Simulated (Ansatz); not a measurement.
**Energy of V along an even scaling of the cell**

System: V (Pm-3m, 1 atom in the cell).
Method: DFT, RPBE, plane waves (420 eV) with PAW, scalar-relativistic, no spin polarisation (Ansatz 0.2.0).

The 5 runs differ only in the geometry, by an even scaling of the cell at fixed fractional positions.

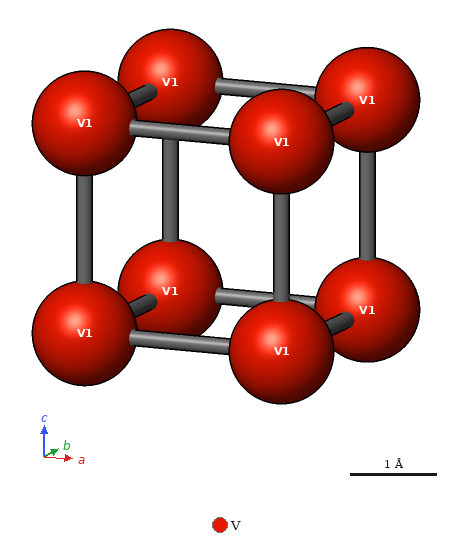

Figure 1. The structure of run 3 (ball-and-stick view of the cell of the calculation, seen slightly off an axis; atoms are numbered from 1 in the order of the input).

## Input of run 3
```yaml
crystal:
  lattice:
    - [2.5027585161, 0.0, 0.0]
    - [0.0, 2.5027585161, 0.0]
    - [0.0, 0.0, 2.5027585161]
  atoms:
    - { symbol: V, position: [0.0, 0.0, 0.0] }
hamiltonian:
  xc: rpbe
  pseudopotentials:
    kind: paw
    azcp:
      V: "pseudopotentials/V.paw.azcp"
basis:
  ecutwfc: 420
  fft_grid_basis: typed
kpoints:
  mp_grid: { grid: [14, 14, 14], shift: [0, 0, 0] }
magnetization:
  spin_polarized: false
scf:
  occupations: { method: fermi_dirac, width: 0.1 }
  lower_state_search: "off"
output:
  stress: true
```

Lattice vectors (Å) and fractional positions of run 3:
```
   2.502759    0.000000    0.000000
   0.000000    2.502759    0.000000
   0.000000    0.000000    2.502759
V   0.000000  0.000000  0.000000
```

Run 4 differs from it as follows:
```diff
-    - [2.5027585161, 0.0, 0.0]
-    - [0.0, 2.5027585161, 0.0]
-    - [0.0, 0.0, 2.5027585161]
+    - [2.5344423671, 0.0, 0.0]
+    - [0.0, 2.5344423671, 0.0]
+    - [0.0, 0.0, 2.5344423671]
```

## Results, with one run withheld

```tsv
run	volume per atom (Å³)	free energy per atom, from the lowest run given (meV)	pressure (GPa)
1	13.868	40.20	12.83
2	14.471	5.04	6.08
3	15.677	0.00	−4.10
4	16.280	?	?
5	16.883	58.80	−11.09
```

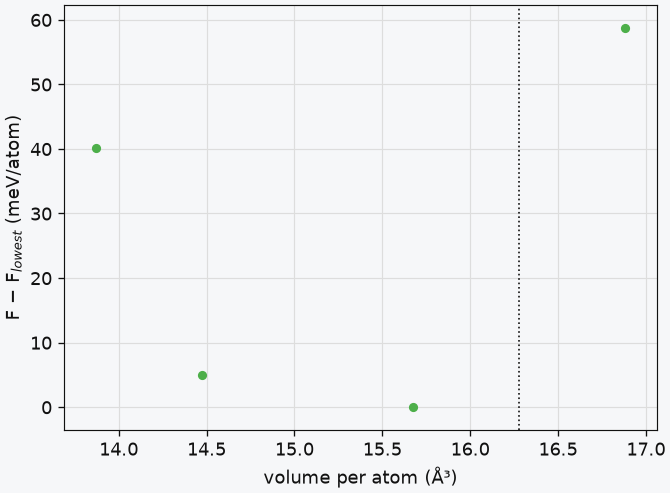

Figure 2. Free energy per atom of the runs given; the dotted line marks run 4.

Fit the runs given and predict run 4.

A quadratic polynomial in V^(−2/3) (the Birch–Murnaghan form), fitted to the 4 runs given, misses them by at most 0.15 meV per atom. With x = V^(−2/3) − 0.16331 Å⁻², it reads F = −7.1422 − 159.96 x + 4.966e+05 x² (meV per atom). At run 4 it gives 23.00 meV per atom, and the run itself gives 22.84. The slope of the fit gives a pressure −dF/dV of −7.90 GPa there, and the run prints −7.92 GPa. The fit has its minimum at 15.130 Å³ per atom, where V d²F/dV² gives 125 GPa: the bulk modulus at this level, since symmetry fixes the shape and the positions.

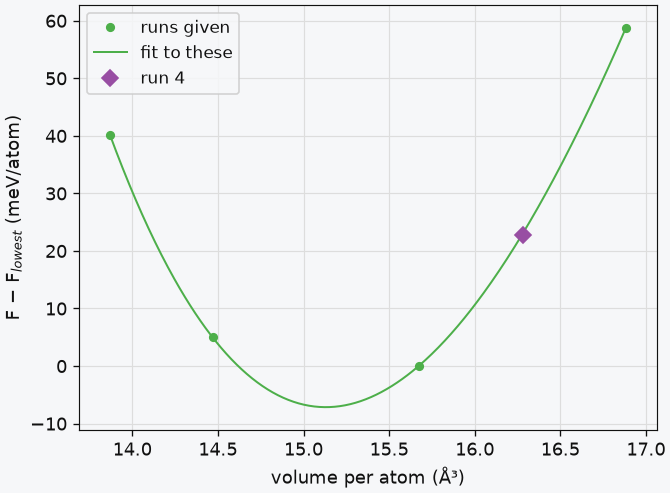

Figure 3. The fit and the withheld run.

## Output, shortened to warnings, some set-up lines, iterations and results (run 4)
```
Basis set: ecut = 420 eV, 305 PW (Γ)
Symmetry: 48 space group operations
k-points: 120 of 2744
Initial density: superposition of atomic densities (neutral atoms: chi_scale 0, normalization atom), corrected by the library's trained network
[...]
SCF iter   1: F=—  HF=-2915.969265 eV  |F-HF|=—  |Δ(HF+E_count)|=         —  Δρ=5.21e-3  dr2=3.43e-3  ethr=1.77e-3  ⟨swp⟩=4.0  Hψ=6538  notcnv=0
SCF iter   2: F=—  HF=-2915.968830 eV  |F-HF|=—  |Δ(HF+E_count)|=   4.35e-4  Δρ=1.38e-3  dr2=1.73e-4  ethr=2.64e-5  ⟨swp⟩=2.7  Hψ=2847  notcnv=0
SCF iter   3: F=—  HF=-2915.968917 eV  |F-HF|=—  |Δ(HF+E_count)|=   8.72e-5  Δρ=4.86e-4  dr2=1.54e-5  ethr=1.33e-6  ⟨swp⟩=1.6  Hψ=1421  notcnv=0
SCF iter   4: F=—  HF=-2915.968927 eV  |F-HF|=—  |Δ(HF+E_count)|=   1.06e-5  Δρ=6.98e-5  dr2=5.92e-7  ethr=1.19e-7  ⟨swp⟩=2.0  Hψ=1645  notcnv=0
SCF iter   5: F=-2915.968927 eV  HF=-2915.968927 eV  |F-HF|=6.02e-10  |Δ(HF+E_count)|=   1.18e-7  Δρ=8.60e-6  dr2=5.64e-9  ethr=4.55e-9  ⟨swp⟩=2.3  Hψ=1752  notcnv=0
SCF iter   6: F=-2915.968927 eV  HF=-2915.968927 eV  |F-HF|=5.87e-10  |Δ(HF+E_count)|=   3.02e-9  Δρ=2.37e-6  dr2=7.64e-10  ethr=4.34e-11  ⟨swp⟩=1.8  Hψ=3950  notcnv=0
SCF 1 converged in 6 iterations: F = -2915.968927 eV  dr2 = 7.64e-10
SCF converged after 6 iterations
Free energy (F): -2915.968927 eV
Harris-Foulkes:  -2915.968927 eV  (|F-HF|=5.87e-10)
Internal energy: -2915.907662 eV  (E = F + TS)
E sigma→0 (E₀):  -2915.938295 eV
Entropy (-TS):   -0.061265 eV (-61.265 meV/atom)
Fermi energy:    13.453395 eV
--- Per-component energies (eV) ---
  E_band       = -186.749759
  E_kinetic    = 334.150578
  E_local      = -1078.091930  (includes V_loc(G=0)·N_el)
  E_nonlocal   = -44.496894
  E_hartree    = 481.985545
  E_xc         = -129.198016
  E_vxc        = -163.347232  (∫ρ·V_xc dr)
  E_paw        = -1118.036482  (= ΣΔE_a)
  E_vpaw       = -198.934440  (= ΣTr[D̂ρ^β])
  E_aug_tail   = 0.000290  (compensation charges beyond the density's cutoff)
  E_ewald      = -1362.168902
  E_core_change = -0.051851  (= ΣΔE_core)
  E_smearing   = -0.061265  (= −TS)
  E_closure    = -0.000000  (closes the sum)
  Σ components = -2915.968927   (vs F -2915.968927, Δ=0.00e0)
--- Stress (GPa, compression-positive) ---
       -7.920627       0.000000       0.000000
        0.000000      -7.920627       0.000000
        0.000000       0.000000      -7.920627
  P = ⅓ Tr σ = -7.9206 GPa (-79.206 kbar)
```

Notes: The run has no spin polarisation, so a magnetic state may lie lower.
